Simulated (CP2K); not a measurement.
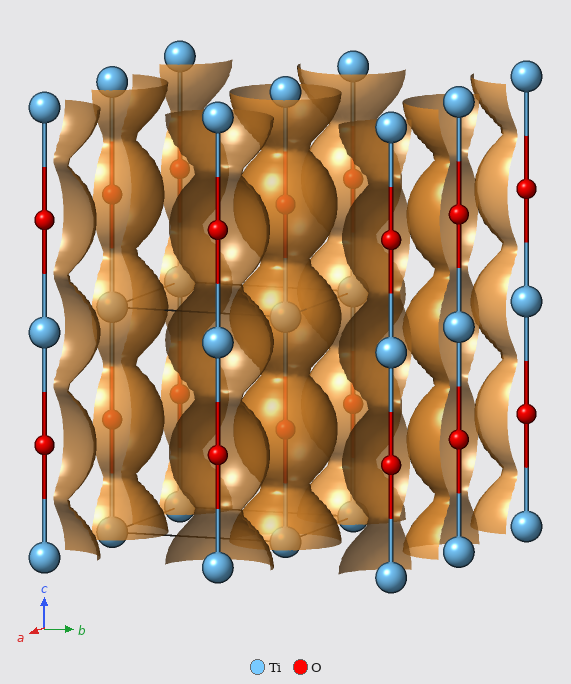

*TiO. Isosurface of the valence pseudo-density at 0.6 e/Å³ (orange), seen slightly off an axis. Sticks mark near contacts.*

Space group P4/mmm; a generated structure, not necessarily the stable one; computed pressure about 4 GPa in this cell.

Theory: Kohn-Sham DFT of a periodic cell, TASK, GTH-PBE with UZH-TZVP basis (CP2K 2026.2).

### What does this surface tell about the bonding?

At this value the density is joined into chains; it holds about 80 % of the electrons treated as valence. It bridges the sampled Ti–O (1.84 Å) contact, where the density stays above the isovalue. On the grid the lowest density along these lines, outside the cores, is 0.72 e/Å³ (Ti–O, 1.84 Å).
